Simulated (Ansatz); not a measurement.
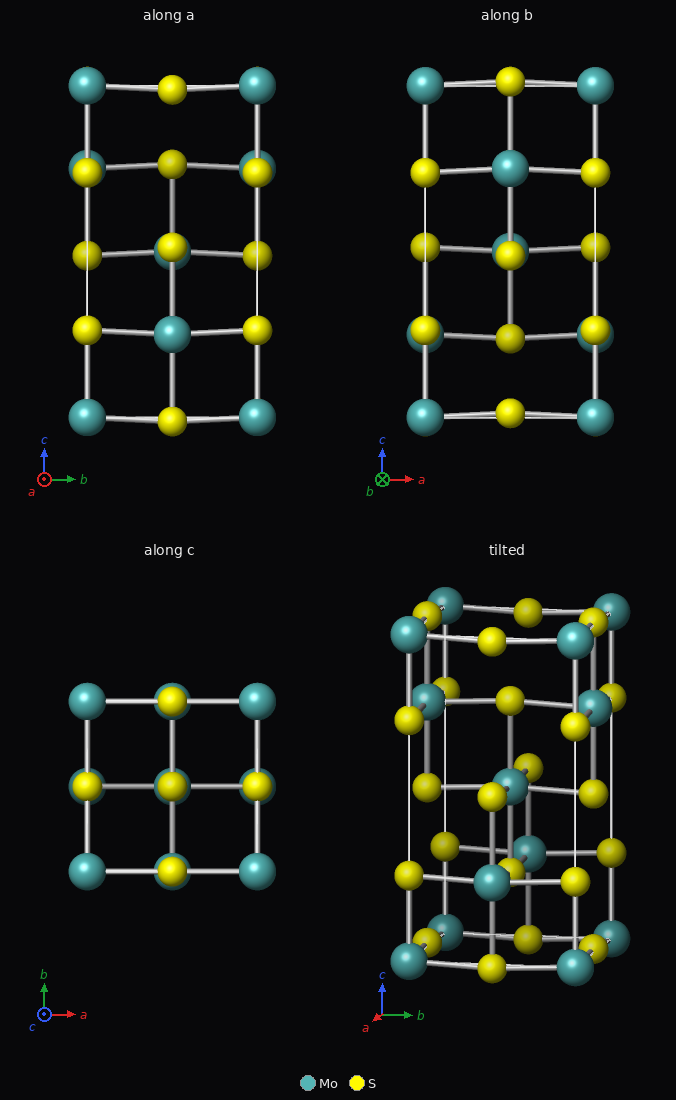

A ball-and-stick picture of a crystal structure, seen along the a axis, along the b axis, along the c axis and slightly off an axis. Lines trace the edges of the conventional unit cell.

Lattice parameters: a = 4.767 Å, b = 4.767 Å, c = 9.297 Å, α = 90.00°, β = 90.00°, γ = 90.00°.

> Give the atomic positions as a table of Wyckoff sites, with free fractional coordinates to two decimals.

Space group I4_1/amd:1 (No. 141).
| atom | site | x | y | z |
| --- | --- | --- | --- | --- |
| Mo | 4a | 0.00 | 0.50 | 0.25 |
| S | 8e | 0.50 | 0.00 | 0.49 |

Provenance: a structure type filled with these elements by a generator (whether the compound takes this form wasn't checked). Earlier steps of the study may have refined or changed the cell and positions. Ansatz was used for an electronic-structure calculation on it.
